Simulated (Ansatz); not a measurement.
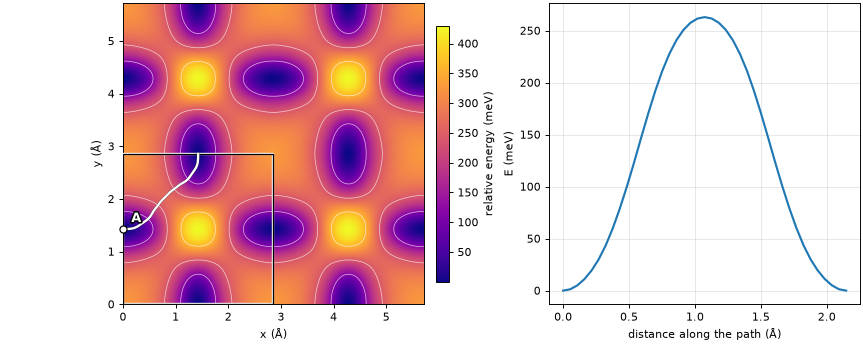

H on an Al(100) slab cut from the Fm-3m phase, its upper half relaxed before the scan (12 atoms of substrate and one adsorbate in a 2 × 2 cell). H is moved over the surface cell; relaxed at each place: the height of the adsorbate's atoms; substrate rigid; the origin of the map has the adsorbate above Al9. Places are given modulo a cell vector. The map is drawn in real space over the plane of the surface. The scan uses a 6 × 6 grid; 10 points were computed and 26 follow by symmetry. Places are given in fractions of the 1 × 1 surface cell. All energies are given in meV relative to the lowest grid point. These are results of DFT PBE, scalar-relativistic, plane waves, PAW in Ansatz, not measurements. Settings: cutoff 420 eV, k-mesh 5×5×1, gaussian smearing 0.1 eV, no spin polarisation.

Drawn: a smooth colour map with a few white contour lines, a line along the lowest path, the outline of one cell of the 2 × 2 shown, the energy along the path at the right, the start A. Between grid points the surface is interpolated.

Question: Describe the path and its barrier.

Answer: The easiest path leads from the well at a bridge site between two Al atoms, (0/6, 3/6) of the cell vectors to a well of about the same depth at a bridge site between two Al atoms, (3/6, 0/6) of the cell vectors. Its highest point lies about 260 meV above the bottom of the first well on the interpolated surface, at about (0.28, 0.72) of the cell vectors. This is the barrier on the constrained surface; relaxing the other coordinates would change it.

PAW datasets: the set soft_1.
